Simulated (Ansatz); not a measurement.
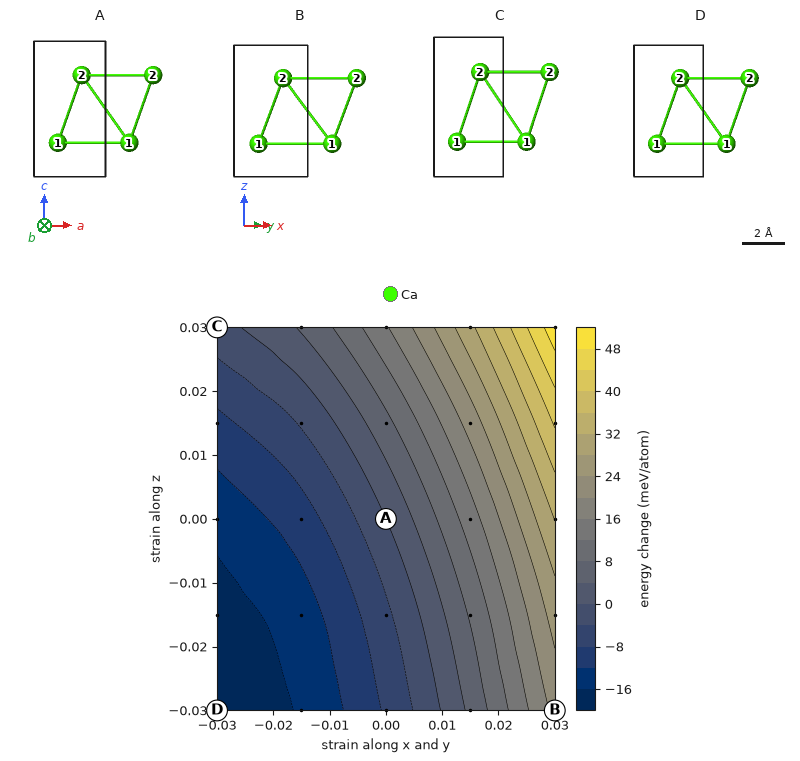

A crystal of Ca (P6_3/mmc): the cell is strained equally along x and y and separately along z, with the atoms kept at their fractional coordinates. x, y and z are the Cartesian axes of the input. The map is interpolated between the computed points (dots). The lettered frames are marked on it. The picture is a ball-and-stick view of the cell of the calculation, repeated 2 × 2 × 1 with one cell outlined, seen along the b axis.

Level of theory: DFT PBEsol, scalar-relativistic, plane waves, PAW (Ansatz 0.2.0). Set-up: plane-wave cutoff 420 eV; k-point mesh 12 × 12 × 8; occupations gaussian; smearing width 0.15 eV; no spin polarisation. Energies (free energies at the smearing named) are counted from the cell as listed in its source, which wasn't relaxed.

What does the map show?

In pairs of (strain along x and y; strain along z): the lowest computed point lies at (−0.030, −0.030) (−18.6 meV/atom), the highest at (0.030, 0.030) (50.5 meV/atom). It lies on the edge of the grid, so the true minimum may be outside the range scanned. The pressure runs from −2.4 GPa at (0.030, 0.030) to 0.0 GPa at (−0.030, −0.030). The frames lie at A (0.000, 0.000): 0.0 meV/atom, B (0.030, −0.030): 21.1 meV/atom, C (−0.030, 0.030): −1.6 meV/atom, D (−0.030, −0.030): −18.6 meV/atom.
